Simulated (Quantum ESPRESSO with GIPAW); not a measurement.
**29Si and 17O NMR of SiO2, calculated**

Aim: the magnetic shielding of every site in SiO2.

Calculated with Quantum ESPRESSO with GIPAW 8.0dev (patched build); DFT, PBEsol, plane-wave PAW (pslibrary 1.0.0 recipes), scalar-relativistic, GIPAW; a patched development version of the program.

## 1. Set-up

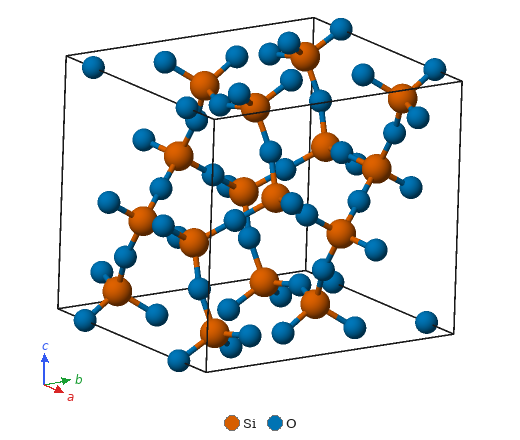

Start, viewed slightly off an axis; silicon orange, oxygen blue. This picture shows the conventional cell, with its axes. Bonds to atoms that aren't drawn are left out. Some periodic images of atoms are drawn too.

The cell is a computed entry of the Materials Project; it need not be the form that is stable at ambient conditions.

This structure had its atoms relaxed beforehand (DFT, PBEsol, plane-wave PAW (pslibrary 1.0.0 recipes), Quantum ESPRESSO with GIPAW), starting from the database entry, since shieldings follow bond lengths closely.

## 2. Self-consistent run

First the ground state. The response equations take the occupied wavefunctions as exact, so conv_thr is set much tighter than for an energy. No empty states are asked for: the response is solved without them. The mesh has a spacing of 0.47 Å⁻¹ at most. The PAW files were made with ld1.x from the pslibrary 1.0.0 recipes, with GIPAW reconstruction switched on.

Contents of scf.in:

```
&control
  calculation = 'scf'
  prefix = 'x'
  outdir = './tmp/'
  pseudo_dir = './'
/
&system
  ibrav = 0
  nat = 24
  ntyp = 2
  ecutwfc = 55
  ecutrho = 330
  nbnd = 64
/
&electrons
  conv_thr = 1.0d-10
  mixing_beta = 0.7
  electron_maxstep = 100
/
ATOMIC_SPECIES
  Si 28.085 Si.pbesol-n-kjpaw_psl.1.0.0-gipaw.UPF
  O 15.999 O.pbesol-n-kjpaw_psl.1.0.0-gipaw.UPF
CELL_PARAMETERS angstrom
  4.50813842 -5.12731022 0.00000000
  4.50813842 5.12731022 0.00000000
  0.00000000 0.00000000 8.99269860
ATOMIC_POSITIONS crystal
  Si 0.53692991 0.80591899 0.40868863
  Si 0.80591899 0.53692991 0.59131137
  Si 0.69408101 0.96307009 0.09131137
  Si 0.96307009 0.69408101 0.90868863
  Si 0.19408101 0.46307009 0.40868863
  Si 0.03692991 0.30591899 0.09131137
  Si 0.46307009 0.19408101 0.59131137
  Si 0.30591899 0.03692991 0.90868863
  O 0.50000000 0.00000000 0.50000000
  O -0.00000000 0.50000000 0.50000000
  O 0.50000000 0.00000000 -0.00000000
  O 0.31623117 0.31623117 0.50000000
  O 0.82643410 0.17356590 0.11814664
  O 0.67356590 0.32643410 0.61814664
  O 0.17356590 0.82643410 0.88185336
  O -0.00000000 0.50000000 -0.00000000
  O 0.36460808 0.13539192 0.75000000
  O 0.18376883 0.18376883 0.00000000
  O 0.86460808 0.63539192 0.75000000
  O 0.13539192 0.36460808 0.25000000
  O 0.32643410 0.67356590 0.38185336
  O 0.68376883 0.68376883 0.50000000
  O 0.63539192 0.86460808 0.25000000
  O 0.81623117 0.81623117 -0.00000000
K_POINTS automatic
  2 2 2 0 0 0
```

Launch:

```sh
mpirun -np 8 pw.x -nk 2 -in scf.in > scf.out
```

The program printed:

```text
using ibrav=0 with symmetry is DISCOURAGED, use correct ibrav instead

     bravais-lattice index     =            0
     lattice parameter (alat)  =      12.9018  a.u.
     unit-cell volume          =    2805.4561 (a.u.)^3
     number of atoms/cell      =           24
     number of atomic types    =            2
     number of electrons       =       128.00
     number of Kohn-Sham states=           64
     kinetic-energy cutoff     =      55.0000  Ry
     charge density cutoff     =     330.0000  Ry
     scf convergence threshold =      1.0E-10
     mixing beta               =       0.7000
     number of iterations used =            8  plain     mixing
     Exchange-correlation= SLA-PW-PSX-PSC
                           (   1   4  10   8   0   0   0)
[...]
Si                4.00    28.08500     Si( 1.00)
     O                 6.00    15.99900     O ( 1.00)

      8 Sym. Ops., with inversion, found ( 4 have fractional translation)
[...]
number of k points=     6
[...]
Dense  grid:   283975 G-vectors     FFT dimensions: (  80,  80, 100)

     Smooth grid:   154641 G-vectors     FFT dimensions: (  64,  64,  90)

     Check: negative core charge=   -0.000003

     Initial potential from superposition of free atoms

     starting charge     127.9957, renormalised to     128.0000
     Starting wfcs are   96 randomized atomic wfcs

     Self-consistent Calculation

     iteration #  1     ecut=    55.00 Ry     beta= 0.70
     Davidson diagonalization with overlap
     ethr =  1.00E-02,  avg # of iterations =  2.0

     total energy              =   -1020.93440594 Ry
     estimated scf accuracy    <       7.61803195 Ry

     iteration #  2     ecut=    55.00 Ry     beta= 0.70
     Davidson diagonalization with overlap
     ethr =  5.95E-03,  avg # of iterations =  7.0

     total energy              =   -1025.71159176 Ry
     estimated scf accuracy    <       2.72466938 Ry

     iteration #  3     ecut=    55.00 Ry     beta= 0.70
     Davidson diagonalization with overlap
     ethr =  2.13E-03,  avg # of iterations =  3.3

     total energy              =   -1025.64516576 Ry
     estimated scf accuracy    <       0.79541337 Ry

[...]
total energy              =   -1026.36544455 Ry
[...]
iteration # 23     ecut=    55.00 Ry     beta= 0.70
     Davidson diagonalization with overlap
     ethr =  2.89E-12,  avg # of iterations =  5.7

     total energy              =   -1026.36544455 Ry
     estimated scf accuracy    <          1.4E-09 Ry

     iteration # 24     ecut=    55.00 Ry     beta= 0.70
     Davidson diagonalization with overlap
     ethr =  1.10E-12,  avg # of iterations =  6.0

     End of self-consistent calculation
     [one-electron energies left out]

!    total energy              =   -1026.36544455 Ry
     total all-electron energy =     -7035.219397 Ry
     estimated scf accuracy    <          3.2E-11 Ry

     The total energy is the sum of the following terms:
     one-electron contribution =    -493.04929800 Ry
     hartree contribution      =     305.89268281 Ry
     xc contribution           =    -169.76669337 Ry
     ewald contribution        =    -246.32482229 Ry
     one-center paw contrib.   =    -423.11731371 Ry

     convergence has been achieved in  24 iterations
[...]
JOB DONE.
```

It took 1.9 min on 8 MPI ranks of Arm Neoverse V1, shared host; peak memory 1.9 GiB; 15 min of CPU time.

It converged in 24 cycles to an estimated accuracy of 3e-11 Ry, on 6 irreducible k-points.

## 3. GIPAW: job nmr

The job finds the current that a weak uniform field induces (applied as a long wave, q_gipaw) and the field that this current makes at each nucleus. On atoms with p or d valence electrons much of the paramagnetic part arises close to the nucleus, where the PAW partial waves rebuild the true states. pawproj makes the reconstruction use the PAW data sets' own projectors.

Contents of nmr.in:

```
&inputgipaw
  job = 'nmr'
  prefix = 'x'
  tmp_dir = './tmp/'
  restart_mode = 'from_scratch'
  verbosity = 'low'
  q_gipaw = 0.01
  spline_ps = .true.
  conv_threshold = 1.0d-11
  use_nmr_macroscopic_shape = .false.
  pawproj(1) = .true.
  pawproj(2) = .true.
/
```

Launch:

```sh
mpirun -np 8 gipaw.x -in nmr.in > nmr.out
```

The program printed:

```text
[banner, memory and clock lines left out]
[a note of our patched build left out]

     Parallelizing q-star over 1 images

     IMPORTANT: XC functional enforced from input :
     Exchange-correlation= PBESOL
                           (   1   4  10   8   0   0   0)
     Any further DFT definition will be discarded
     Please, verify this is what you really want

     Check: negative core charge=   -0.000003
[...]
alpha_pv=     38.8445 eV

     spline_ps is .false., expect some extrapolation errors

     q-space interpolation up to    66.00 Rydberg

     GIPAW job: nmr
     NMR macroscopic correction: no
[...]
Computing the magnetic susceptibility     isolve=0    ethr=  0.1000E-10
     Starting from scratch
     k-point #    1 of     6      pool #  1    cpu time:       1.3
[...]
End of magnetic susceptibility calculation

     f-sum rule (1st term):
          -120.4844          0.0000          0.0000
            -0.0000       -120.4964          0.0000
             0.0000          0.0000       -120.4784

     f-sum rule (2nd term):
            -2.7713          0.0000          0.0000
             0.0000         -2.7660          0.0000
             0.0000          0.0000         -2.7672

     f-sum rule (should be  -123.2381):
          -123.2557          0.0000          0.0000
            -0.0000       -123.2625          0.0000
             0.0000          0.0000       -123.2456

[... susceptibilities left out ...]
     Contributions to the NMR chemical shifts: -------------------------------

     Macroscopic shape contribution in ppm:                    0.00
             0.0000          0.0000          0.0000
             0.0000          0.0000          0.0000
             0.0000          0.0000          0.0000

     Core contribution in ppm:

     Atom  1  Si  pos: (  0.886692  0.202010  0.538308)  core sigma:         836.91
     Atom  2  Si  pos: (  0.886692 -0.202010  0.778851)  core sigma:         836.91
     Atom  3  Si  pos: (  1.094227  0.202010  0.120272)  core sigma:         836.91
     Atom  4  Si  pos: (  1.094227 -0.202010  1.196888)  core sigma:         836.91
     Atom  5  Si  pos: (  0.433921  0.202010  0.538308)  core sigma:         836.91
     Atom  6  Si  pos: (  0.226385  0.202010  0.120272)  core sigma:         836.91
     Atom  7  Si  pos: (  0.433921 -0.202010  0.778851)  core sigma:         836.91
     Atom  8  Si  pos: (  0.226385 -0.202010  1.196888)  core sigma:         836.91
     Atom  9  O   pos: (  0.330153 -0.375498  0.658580)  core sigma:         270.50
     Atom 10  O   pos: (  0.330153  0.375498  0.658580)  core sigma:         270.50
     Atom 11  O   pos: (  0.330153 -0.375498  0.000000)  core sigma:         270.50
     Atom 12  O   pos: (  0.417619 -0.000000  0.658580)  core sigma:         270.50
     Atom 13  O   pos: (  0.660306 -0.490302  0.155618)  core sigma:         270.50
     Atom 14  O   pos: (  0.660306 -0.260695  0.814198)  core sigma:         270.50
     Atom 15  O   pos: (  0.660306  0.490302  1.161541)  core sigma:         270.50
     Atom 16  O   pos: (  0.330153  0.375498  0.000000)  core sigma:         270.50
     Atom 17  O   pos: (  0.330153 -0.172141  0.987869)  core sigma:         270.50
     Atom 18  O   pos: (  0.242687  0.000000  0.000000)  core sigma:         270.50
[...]
Atom 23  O   pos: (  0.990460  0.172141  0.329290)  core sigma:         270.50
     Atom 24  O   pos: (  1.077925 -0.000000  0.000000)  core sigma:         270.50

     Bare contribution in ppm:

     Atom  1  Si  pos: (  0.886692  0.202010  0.538308)  bare sigma:         -24.54
[...]
Atom  2  Si  pos: (  0.886692 -0.202010  0.778851)  bare sigma:         -24.54
[...]
Atom  3  Si  pos: (  1.094227  0.202010  0.120272)  bare sigma:         -24.54
[...]
Atom  4  Si  pos: (  1.094227 -0.202010  1.196888)  bare sigma:         -24.54
[...]
Atom  5  Si  pos: (  0.433921  0.202010  0.538308)  bare sigma:         -24.54
[...]
Atom  6  Si  pos: (  0.226385  0.202010  0.120272)  bare sigma:         -24.54
[...]
Atom  7  Si  pos: (  0.433921 -0.202010  0.778851)  bare sigma:         -24.54
[...]
Atom  8  Si  pos: (  0.226385 -0.202010  1.196888)  bare sigma:         -24.54
[...]
Atom  9  O   pos: (  0.330153 -0.375498  0.658580)  bare sigma:          64.52
[...]
Atom 10  O   pos: (  0.330153  0.375498  0.658580)  bare sigma:          64.52
[...]
Atom 11  O   pos: (  0.330153 -0.375498  0.000000)  bare sigma:          64.52
[...]
Atom 12  O   pos: (  0.417619 -0.000000  0.658580)  bare sigma:          63.60
[...]
Atom 13  O   pos: (  0.660306 -0.490302  0.155618)  bare sigma:          61.74
[...]
Atom 14  O   pos: (  0.660306 -0.260695  0.814198)  bare sigma:          61.74
[...]
Atom 15  O   pos: (  0.660306  0.490302  1.161541)  bare sigma:          61.74
[...]
Atom 16  O   pos: (  0.330153  0.375498  0.000000)  bare sigma:          64.52
[...]
Atom 23  O   pos: (  0.990460  0.172141  0.329290)  para_oo sigma:          -2.24
[...]
Atom 24  O   pos: (  1.077925 -0.000000  0.000000)  para_oo sigma:          -2.17
[...]
Paramagnetic US L_R Q_R contribution in ppm:

     Atom  1  Si  pos: (  0.886692  0.202010  0.538308)  para_lq sigma:           2.72
[...]
Atom  2  Si  pos: (  0.886692 -0.202010  0.778851)  para_lq sigma:           2.72
[...]
Atom  3  Si  pos: (  1.094227  0.202010  0.120272)  para_lq sigma:           2.72
[...]
Atom  4  Si  pos: (  1.094227 -0.202010  1.196888)  para_lq sigma:           2.72
[...]
Atom  5  Si  pos: (  0.433921  0.202010  0.538308)  para_lq sigma:           2.72
[...]
Atom  6  Si  pos: (  0.226385  0.202010  0.120272)  para_lq sigma:           2.72
[...]
Atom  7  Si  pos: (  0.433921 -0.202010  0.778851)  para_lq sigma:           2.72
[...]
Atom  8  Si  pos: (  0.226385 -0.202010  1.196888)  para_lq sigma:           2.72
[...]
Atom  9  O   pos: (  0.330153 -0.375498  0.658580)  para_lq sigma:        -202.22
[...]
Atom 10  O   pos: (  0.330153  0.375498  0.658580)  para_lq sigma:        -202.22
[...]
Atom 11  O   pos: (  0.330153 -0.375498  0.000000)  para_lq sigma:        -202.22
[...]
Atom 12  O   pos: (  0.417619 -0.000000  0.658580)  para_lq sigma:        -202.56
[...]
Atom 13  O   pos: (  0.660306 -0.490302  0.155618)  para_lq sigma:        -202.47
[...]
Atom 14  O   pos: (  0.660306 -0.260695  0.814198)  para_lq sigma:        -202.47
[...]
Atom 15  O   pos: (  0.660306  0.490302  1.161541)  para_lq sigma:        -202.47
[...]
Atom 16  O   pos: (  0.330153  0.375498  0.000000)  para_lq sigma:        -202.22
[...]
Atom 17  O   pos: (  0.330153 -0.172141  0.987869)  para_lq sigma:        -202.07
[...]
Atom 18  O   pos: (  0.242687  0.000000  0.000000)  para_lq sigma:        -202.56
[...]
Atom 23  O   pos: (  0.990460  0.172141  0.329290)  para_lq sigma:        -202.07
[...]
Atom 24  O   pos: (  1.077925 -0.000000  0.000000)  para_lq sigma:        -202.56
[...]
Total NMR chemical shifts in ppm: ---------------------------------------
     (adopting the Simpson convention for anisotropy and asymmetry)-----------

     Atom  1  Si  pos: (  0.886692  0.202010  0.538308)  Total sigma:         446.93
           448.0133         -4.7901          0.9792
             3.5156        444.4881          0.0463
            -2.1644          5.0422        448.3011

     Si      1    anisotropy:     -5.61    eta:    0.5995
[...]
Atom  2  Si  pos: (  0.886692 -0.202010  0.778851)  Total sigma:         446.93
[... its tensor is left out ...]
     Atom  3  Si  pos: (  1.094227  0.202010  0.120272)  Total sigma:         446.93
[... its tensor is left out ...]
     Atom  4  Si  pos: (  1.094227 -0.202010  1.196888)  Total sigma:         446.93
[... its tensor is left out ...]
     Atom  5  Si  pos: (  0.433921  0.202010  0.538308)  Total sigma:         446.93
[... its tensor is left out ...]
     Atom  6  Si  pos: (  0.226385  0.202010  0.120272)  Total sigma:         446.93
[... its tensor is left out ...]
     Atom  7  Si  pos: (  0.433921 -0.202010  0.778851)  Total sigma:         446.93
[... its tensor is left out ...]
     Atom  8  Si  pos: (  0.226385 -0.202010  1.196888)  Total sigma:         446.93
[... its tensor is left out ...]
     Atom  9  O   pos: (  0.330153 -0.375498  0.658580)  Total sigma:         221.30
           206.5100         33.7219         23.0376
            33.6545        241.4722         37.8621
            23.3081         38.9041        215.9184

     O       9    anisotropy:    102.04    eta:    0.0369
[...]
Atom 10  O   pos: (  0.330153  0.375498  0.658580)  Total sigma:         221.30
[... its tensor is left out ...]
     Atom 11  O   pos: (  0.330153 -0.375498  0.000000)  Total sigma:         221.30
[... its tensor is left out ...]
     Atom 12  O   pos: (  0.417619 -0.000000  0.658580)  Total sigma:         218.09
           185.6120         -0.0000         -0.0000
            -0.0000        255.9292        -39.2024
            -0.0000        -39.1197        212.7369

     O      12    anisotropy:     91.44    eta:    0.0656
[...]
Atom 13  O   pos: (  0.660306 -0.490302  0.155618)  Total sigma:         211.48
           266.6318          0.0000          0.0000
             0.0000        183.6955         -0.4329
             0.0000          0.7828        184.1016

     O      13    anisotropy:     82.73    eta:    0.0097
[...]
Atom 14  O   pos: (  0.660306 -0.260695  0.814198)  Total sigma:         211.48
[... its tensor is left out ...]
     Atom 15  O   pos: (  0.660306  0.490302  1.161541)  Total sigma:         211.48
[... its tensor is left out ...]
     Atom 16  O   pos: (  0.330153  0.375498  0.000000)  Total sigma:         221.30
[... its tensor is left out ...]
     Atom 17  O   pos: (  0.330153 -0.172141  0.987869)  Total sigma:         219.78
           205.7557          0.0000        -39.7074
             0.0000        188.1930         -0.0000
           -39.6691          0.0000        265.4046

     O      17    anisotropy:     98.16    eta:    0.0345
[...]
Atom 18  O   pos: (  0.242687  0.000000  0.000000)  Total sigma:         218.09
[... its tensor is left out ...]
     Atom 19  O   pos: (  0.990460 -0.172141  0.987869)  Total sigma:         219.78
[... its tensor is left out ...]
     Atom 20  O   pos: (  0.330153  0.172141  0.329290)  Total sigma:         219.78
[... its tensor is left out ...]
     Atom 21  O   pos: (  0.660306  0.260695  0.502962)  Total sigma:         211.48
[... its tensor is left out ...]
     Atom 22  O   pos: (  0.902994  0.000000  0.658580)  Total sigma:         218.09
[... its tensor is left out ...]
     Atom 23  O   pos: (  0.990460  0.172141  0.329290)  Total sigma:         219.78
[... its tensor is left out ...]
     Atom 24  O   pos: (  1.077925 -0.000000  0.000000)  Total sigma:         218.09
[... its tensor is left out ...]
```

Elapsed: 16 min, on 8 MPI ranks; peak memory 2 GiB; 2.1 h of CPU time.

The f-sum rule is met to 0.024 of 123.2 (0.02 %). Converged shieldings require that this miss be small, but a small miss does not prove them.

From the symmetric part of each tensor, with principal values σ11 ≤ σ22 ≤ σ33: σ_iso is their mean, the span is σ33 − σ11 and the skew 3(σ_iso − σ22)/span. (gipaw.x prints an anisotropy in another convention.)

| site | atom no. | atoms in cell | σ_iso (ppm) | span (ppm) | skew |
| --- | --- | --- | --- | --- | --- |
| Si | 1 | 8 | 446.9 | 6.7 | -0.33 |
| O(1) | 9 | 4 | 221.3 | 103.3 | 0.95 |
| O(2) | 12 | 4 | 218.1 | 93.4 | 0.91 |
| O(3) | 13 | 4 | 211.5 | 83.0 | 0.99 |
| O(4) | 17 | 4 | 219.8 | 99.3 | 0.95 |

The macroscopic shape term is switched off. For a spherical sample the valence susceptibility of this run would add about 6 ppm to every site, a rough estimate, since the susceptibility converges slowly and lacks part of the PAW terms. Differences within the crystal don't depend on it, but shieldings of different compounds can't be compared to better than a few ppm without it.

In this run the largest span is that of O(1) (site symmetry -1), with principal values 186.0, 188.5 and 289.3 ppm.

17O also has a quadrupolar coupling here. It is not given: on PAW files the efg job of this gipaw.x leaves out the augmentation charge of neighbouring atoms and can miss by tens of per cent.

## 4. Sites, surroundings and shifts

Covalently bonded atoms count as neighbours within 1.18 times the sum of their radii. Otherwise a cation's neighbours lie within 1.2 times its shortest bond (1.3 for large cations, each anion's radius taken off where they differ), and an anion's are the cations that count it.

| site | atom no. | atoms in cell | surroundings | bonds (Å) | σ_iso (ppm) |
| --- | --- | --- | --- | --- | --- |
| Si | 1 | 8 | SiO4, Q4 | 1.61 to 1.61 | 446.9 |
| O(1) | 9 | 4 | bridging Si-O-Si, 180° | 1.606 | 221.3 |
| O(2) | 12 | 4 | bridging Si-O-Si, 172° | 1.609 | 218.1 |
| O(3) | 13 | 4 | bridging Si-O-Si, 146° | 1.615 | 211.5 |
| O(4) | 17 | 4 | bridging Si-O-Si, 165° | 1.606 | 219.8 |

The 4 O sites spread over 9.8 ppm in shielding, from O(3) (least shielded) to O(1).

## 5. What came out

```
29Si shielding without shape term : 446.9 ppm
17O shielding without shape term  : 211.5, 218.1, 219.8, 221.3 ppm
```

**Reading.** 29Si has one site (SiO4, Q4), with isotropic shielding 446.9 ppm (shape term left out). A shift needs a reference, δ = σ_ref − σ, fixed on measured compounds; for 29Si of this kind at this level too few were at hand, or they scattered too widely about a line, so none is given. No sound run at another cutoff or mesh is at hand, so convergence rests on the f-sum rule and on experience with these files. This build of gipaw.x prints that it is not audited and that its numbers are no references by themselves. It also reports spline_ps as false although the input sets it; why was not traced.

[Banner, clock, file and message-heading lines were taken out of the pw.x and gipaw.x logs.]

[Logs are printed without paths, hosts, clocks, repeated set-up lines and the standing remarks that a program may print on its own settings, such as how far it seeks lower states.]

[Hosts, paths, dates, database ids (printed as entryN), source tags and the programs' standing remarks are cut or masked in the printed files.]

[Where no reference line passes its bar on scatter, no shift is given, so a measured shift of this compound may stand uncompared.]
